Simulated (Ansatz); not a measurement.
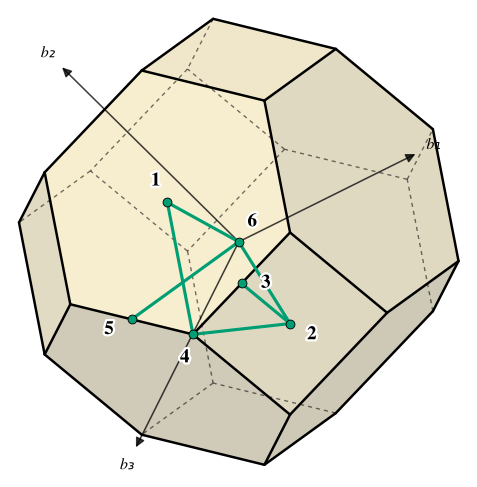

For MgO, the input geometry of an electronic-structure calculation (not necessarily at equilibrium); the starting structure was generated, so it need not be a known form of this composition: the first Brillouin zone of a face-centred cubic lattice (cF; extended symbol cF2) is drawn with its special points numbered. The drawing is computed from the coordinates (standard cell, symmetry found to 0.002 Å).

a = 4.564 Å, b = 4.564 Å, c = 4.564 Å, α = 90.00°, β = 90.00°, γ = 90.00°.

Labels and path follow the convention of Hinuma et al. (2017), as computed by seekpath; the arrows show the directions of the reciprocal primitive vectors b₁, b₂, b₃, in which coordinates are given.

Give the label and coordinates of each numbered point.

| no. | label | coordinates |
| --- | --- | --- |
| 1 | L | (1/2, 1/2, 1/2) |
| 2 | X | (1/2, 0, 1/2) |
| 3 | U | (5/8, 1/4, 5/8) |
| 4 | W | (1/2, 1/4, 3/4) |
| 5 | K | (3/8, 3/8, 3/4) |
| 6 | Γ | (0, 0, 0) |
